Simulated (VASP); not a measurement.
**Geometry relaxation of W (part 2 of 2)**

The same run, continued: W (Fm-3m, 1 atom in the cell); Kohn-Sham DFT of a periodic cell, PBE, spin-orbit coupling, VASP PAW PBE potentials, recommended, no spin polarisation (VASP 6.6.1); cutoff 600 eV, 8×8×8 k-mesh, fermi-dirac of 0.05 eV. The structure derives from an entry of the Crystallography Open Database. It belongs to a series of runs on one base structure; here: soc = True.

Geometry of the input (Å; fractional positions):
```
0.0000  2.0300  2.0300
2.0300  0.0000  2.0300
2.0300  2.0300  0.0000
W  0.0000  0.0000  0.0000
```

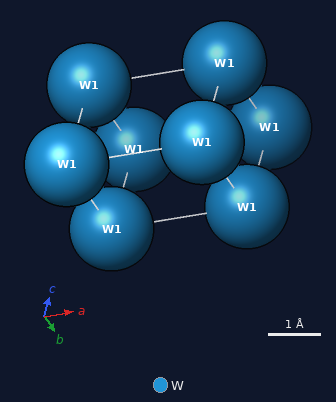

Figure 1. The geometry at step 1 of the log (spheres-only view of the cell of the calculation, seen at an oblique angle; atoms are numbered from 1 in the order of the input).

Parts of OUTCAR, continued:
```
  energy without entropy =      -13.35101387  energy(sigma->0) =      -13.35477379

------------------------ aborting loop because EDIFF is reached ----------------------------------------

  FORCE on cell =-STRESS in cart. coord.  units (eV):
  Direction    XX          YY          ZZ          XY          YZ          ZX
  --------------------------------------------------------------------------------------
  -------------------------------------------------------------------------------------
  Total       -0.3065740     -0.3065740     -0.3065740     -0.0000000     -0.0000000      0.0000000
  in kB      -29.3580865    -29.3580865    -29.3580865     -0.0000000     -0.0000000      0.0000000
  external PRESSURE =     -29.3580865 kB  Pullay stress =       0.0000000 kB

 VOLUME and BASIS-vectors are now :
 -----------------------------------------------------------------------------
  energy-cutoff  :      600.00
  volume of cell :       16.73
      direct lattice vectors                 reciprocal lattice vectors
     0.000000000  2.030000000  2.030000000    -0.246305419  0.246305419  0.246305419
     2.030000000  0.000000000  2.030000000     0.246305419 -0.246305419  0.246305419
     2.030000000  2.030000000  0.000000000     0.246305419  0.246305419 -0.246305419

 POSITION                                       TOTAL-FORCE (eV/Angst)
 -----------------------------------------------------------------------------------
      0.00000      0.00000      0.00000         0.000000      0.000000      0.000000
 -----------------------------------------------------------------------------------
    total drift:                               -0.000000      0.000000      0.000000

  FREE ENERGIE OF THE ION-ELECTRON SYSTEM (eV)
  ---------------------------------------------------
  free  energy   TOTEN  =       -13.3585337132 eV

  energy  without entropy=      -13.3510138738  energy(sigma->0) =      -13.35477379

--------------------------------------- Ionic step        2  -------------------------------------------

 number of electron      14.0000000 magnetization       0.0000000      0.0000000      0.0000000

 number of electron      14.0000000 magnetization      -0.0000000      0.0000000     -0.0000000

 number of electron      14.0000000 magnetization       0.0000000     -0.0000000      0.0000000

------------------------ aborting loop because EDIFF is reached ----------------------------------------

  FORCE on cell =-STRESS in cart. coord.  units (eV):
  Direction    XX          YY          ZZ          XY          YZ          ZX
  --------------------------------------------------------------------------------------
  -------------------------------------------------------------------------------------
  Total        1.0230848      1.0230848      1.0230848      0.0000000      0.0000000     -0.0000000
  in kB      102.4513262    102.4513262    102.4513262      0.0000000      0.0000000     -0.0000000
  external PRESSURE =     102.4513262 kB  Pullay stress =       0.0000000 kB

 VOLUME and BASIS-vectors are now :
 -----------------------------------------------------------------------------
  energy-cutoff  :      600.00
  volume of cell :       16.00
      direct lattice vectors                 reciprocal lattice vectors
    -0.000000000  1.999976418  1.999976418    -0.250002948  0.250002948  0.250002948
     1.999976418 -0.000000000  1.999976418     0.250002948 -0.250002948  0.250002948
     1.999976418  1.999976418  0.000000000     0.250002948  0.250002948 -0.250002948

 POSITION                                       TOTAL-FORCE (eV/Angst)
 -----------------------------------------------------------------------------------
      0.00000      0.00000      0.00000         0.000000      0.000000     -0.000000
 -----------------------------------------------------------------------------------
    total drift:                               -0.000000      0.000000      0.000000

  FREE ENERGIE OF THE ION-ELECTRON SYSTEM (eV)
  ---------------------------------------------------
  free  energy   TOTEN  =       -13.3430487300 eV

  energy  without entropy=      -13.3358635642  energy(sigma->0) =      -13.33945615

--------------------------------------- Ionic step        3  -------------------------------------------

 number of electron      14.0000002 magnetization       0.0000000      0.0000000     -0.0000000

 number of electron      14.0000002 magnetization      -0.0000000     -0.0000000      0.0000000

 Free energy of the ion-electron system (eV)
  ---------------------------------------------------
  ext. energy  EPLUGINS =         0.00000000
  ---------------------------------------------------
  free energy    TOTEN  =       -13.36020214 eV

  energy without entropy =      -13.35273817  energy(sigma->0) =      -13.35647015

 E-fermi :  10.3472     XC(G=0): -13.3854     alpha+bet :-17.4493

 val. band max:       10.3257192392   @ k =   0.1250   0.0000   0.0000
 cond. band min:      10.3585178016   @ k =   0.5000   0.1250   0.0000
 fundamental gap:      0.0327985624
 Fermi energy:        10.3472160182

 k-point     1 :       0.0000    0.0000    0.0000
  band No.  band energies     occupation
      1     -63.3198      1.00000
      2     -63.3198      1.00000
      3     -33.0502      1.00000
      4     -33.0502      1.00000
      5     -24.0667      1.00000
      6     -24.0667      1.00000
      7     -24.0667      1.00000
      8     -24.0667      1.00000
      9       1.4247      1.00000
     10       1.4247      1.00000
     11       9.6193      1.00000
     12       9.6193      1.00000
     13       9.6193      1.00000
     14       9.6193      1.00000
     15      10.1188      0.98972
     16      10.1188      0.98972
     17      12.9583      0.00000
     18      12.9583      0.00000
     19      12.9583      0.00000
     20      12.9583      0.00000
     21      23.1432      0.00000
     22      23.1432      0.00000

 k-point     2 :       0.1250    0.0000    0.0000
  band No.  band energies     occupation
      1     -63.3050      1.00000
      2     -63.3050      1.00000
      3     -33.0942      1.00000
      4     -33.0942      1.00000
      5     -24.2239      1.00000
      6     -24.2239      1.00000
      7     -24.0944      1.00000
      8     -24.0944      1.00000
      9       2.0887      1.00000
     10       2.0887      1.00000
     11       9.2889      1.00000
     12       9.2889      1.00000
     13       9.8402      0.99996
     14       9.8402      0.99996
     15      10.3257      0.60586
     16      10.3257      0.60586
     17      12.6645      0.00000
     18      12.6645      0.00000
     19      12.8091      0.00000
     20      12.8091      0.00000
     21      24.3625      0.00000
     22      24.3626      0.00000

 k-point     3 :       0.2500    0.0000    0.0000
  band No.  band energies     occupation
      1     -63.2690      1.00000
      2     -63.2690      1.00000
      3     -33.2017      1.00000
      4     -33.2017      1.00000
      5     -24.5838      1.00000
      6     -24.5838      1.00000
      7     -24.1604      1.00000
      8     -24.1604      1.00000
      9       3.6431      1.00000
     10       3.6431      1.00000
     11       8.8013      1.00000
     12       8.8013      1.00000
     13       9.9218      0.99980
     14       9.9218      0.99980
     15      10.5524      0.01624
     16      10.5524      0.01624
     17      12.8345      0.00000
     18      12.8345      0.00000
     19      13.2217      0.00000
     20      13.2217      0.00000
     21      23.3741      0.00000
     22      23.3741      0.00000

 k-point     4 :       0.3750    0.0000    0.0000
  band No.  band energies     occupation
      1     -63.2328      1.00000
      2     -63.2328      1.00000
      3     -33.3110      1.00000
      4     -33.3110      1.00000
      5     -24.9193      1.00000
      6     -24.9193      1.00000
      7     -24.2254      1.00000
      8     -24.2254      1.00000
      9       4.6720      1.00000
     10       4.6720      1.00000
     11       9.5334      1.00000
     12       9.5334      1.00000
     13       9.7637      0.99999
     14       9.7637      0.99999
     15      10.0933      0.99381
     16      10.0933      0.99381
     17      14.2740      0.00000
     18      14.2740      0.00000
     19      14.6524      0.00000
     20      14.6524      0.00000
     21      21.5868      0.00000
     22      21.5868      0.00000

 k-point     5 :       0.5000    0.0000    0.0000
  band No.  band energies     occupation
      1     -63.2177      1.00000
      2     -63.2177      1.00000
      3     -33.3567      1.00000
      4     -33.3567      1.00000
      5     -25.0518      1.00000
      6     -25.0518      1.00000
      7     -24.2520      1.00000
      8     -24.2520      1.00000
      9       4.8070      1.00000
     10       4.8070      1.00000
     11       9.3254      1.00000
     12       9.3254      1.00000
     13       9.8529      0.99995
     14       9.8529      0.99995
     15      11.0296      0.00000
     16      11.0296      0.00000
     17      15.1502      0.00000
     18      15.1502      0.00000
     19      15.5448      0.00000
     20      15.5448      0.00000
     21      20.5611      0.00000
     22      20.5611      0.00000

 [... the levels of 18 k-points are left out ...]

 k-point    24 :      -0.3750    0.2500    0.1250
  band No.  band energies     occupation
      1     -63.2009      1.00000
      2     -63.2009      1.00000
      3     -33.3962      1.00000
      4     -33.3962      1.00000
      5     -25.0256      1.00000
      6     -25.0256      1.00000
      7     -24.4888      1.00000
      8     -24.4888      1.00000
      9       6.3757      1.00000
     10       6.3757      1.00000
     11       7.8346      1.00000
     12       7.8346      1.00000
     13       9.4565      1.00000
     14       9.4565      1.00000
     15      11.0949      0.00000
     16      11.0949      0.00000
     17      14.8345      0.00000
     18      14.8345      0.00000
     19      18.1569      0.00000
     20      18.1569      0.00000
     21      19.4740      0.00000
     22      19.4740      0.00000

 [... further k-points ...]

------------------------ aborting loop because EDIFF is reached ----------------------------------------

  FORCE on cell =-STRESS in cart. coord.  units (eV):
  Direction    XX          YY          ZZ          XY          YZ          ZX
  --------------------------------------------------------------------------------------
  -------------------------------------------------------------------------------------
  Total       -0.0023233     -0.0023233     -0.0023233     -0.0000000      0.0000000     -0.0000000
  in kB       -0.2248528     -0.2248528     -0.2248528     -0.0000000      0.0000000     -0.0000000
  external PRESSURE =      -0.2248528 kB  Pullay stress =       0.0000000 kB

 VOLUME and BASIS-vectors are now :
 -----------------------------------------------------------------------------
  energy-cutoff  :      600.00
  volume of cell :       16.55
      direct lattice vectors                 reciprocal lattice vectors
    -0.000000000  2.022850038  2.022850038    -0.247176009  0.247176009  0.247176009
     2.022850038 -0.000000000  2.022850038     0.247176009 -0.247176009  0.247176009
     2.022850038  2.022850038  0.000000000     0.247176009  0.247176009 -0.247176009

 POSITION                                       TOTAL-FORCE (eV/Angst)
 -----------------------------------------------------------------------------------
      0.00000      0.00000      0.00000         0.000000      0.000000     -0.000000
 -----------------------------------------------------------------------------------
    total drift:                                0.000000     -0.000000     -0.000000

  FREE ENERGIE OF THE ION-ELECTRON SYSTEM (eV)
  ---------------------------------------------------
  free  energy   TOTEN  =       -13.3602021407 eV

  energy  without entropy=      -13.3527381663  energy(sigma->0) =      -13.35647015

 reached required accuracy - stopping structural energy minimisation

 Spin-Orbit-Coupling matrix elements

 Ion:    1  E_soc:     -1.7225437
 l=   1
     0.0000000    -0.2302202    -0.2302202
    -0.2302202     0.0000000    -0.2302202
    -0.2302202    -0.2302202     0.0000000
 l=   2
     0.0000000    -0.0136653     0.0000000    -0.0136653    -0.0432051
    -0.0136653     0.0000000    -0.0324038    -0.0136653    -0.0108013
     0.0000000    -0.0324038     0.0000000    -0.0324038     0.0000000
    -0.0136653    -0.0136653    -0.0324038     0.0000000    -0.0108013
    -0.0432051    -0.0108013     0.0000000    -0.0108013     0.0000000
 l=   3
     0.0000000     0.0000000     0.0000000     0.0000000     0.0000000     0.0000000     0.0000000
     0.0000000     0.0000000     0.0000000     0.0000000     0.0000000     0.0000000     0.0000000
     0.0000000     0.0000000     0.0000000     0.0000000     0.0000000     0.0000000     0.0000000
     0.0000000     0.0000000     0.0000000     0.0000000     0.0000000     0.0000000     0.0000000
     0.0000000     0.0000000     0.0000000     0.0000000     0.0000000     0.0000000     0.0000000
     0.0000000     0.0000000     0.0000000     0.0000000     0.0000000     0.0000000     0.0000000
     0.0000000     0.0000000     0.0000000     0.0000000     0.0000000     0.0000000     0.0000000

 total charge

# of ion       s       p       d       tot
------------------------------------------
    1        2.404   6.313   3.305  12.022

 magnetization (x)

# of ion       s       p       d       tot
------------------------------------------
    1        0.000   0.000  -0.000  -0.000

 magnetization (y)

# of ion       s       p       d       tot
------------------------------------------
    1       -0.000  -0.000  -0.000  -0.000

 magnetization (z)

# of ion       s       p       d       tot
------------------------------------------
    1        0.000   0.000  -0.000  -0.000
```

CONTCAR:
```
W
   1.00000000000000
    -0.0000000000000000    2.0228500375394565    2.0228500375394565
     2.0228500375394565   -0.0000000000000000    2.0228500375394565
     2.0228500375394565    2.0228500375394565    0.0000000000000000
  W
     1
Direct
     0.0000000000000000    0.0000000000000000    0.0000000000000000

  0.00000000E+00  0.00000000E+00  0.00000000E+00
```

Trajectory as extended XYZ (Å, eV, eV/Å), 3 frames, from step=0 to step=2:
```
1
Lattice="0.0000 2.0300 2.0300 2.0300 0.0000 2.0300 2.0300 2.0300 0.0000" Properties=species:S:1:pos:R:3:forces:R:3 step=0 energy=-13.35853
W     0.0000    0.0000    0.0000    0.0000   0.0000   0.0000
1
Lattice="-0.0000 2.0000 2.0000 2.0000 -0.0000 2.0000 2.0000 2.0000 0.0000" Properties=species:S:1:pos:R:3:forces:R:3 step=1 energy=-13.34305
W     0.0000    0.0000    0.0000    0.0000   0.0000   0.0000
1
Lattice="-0.0000 2.0229 2.0229 2.0229 -0.0000 2.0229 2.0229 2.0229 0.0000" Properties=species:S:1:pos:R:3:forces:R:3 step=2 energy=-13.36020
W     0.0000    0.0000    0.0000    0.0000   0.0000   0.0000
```
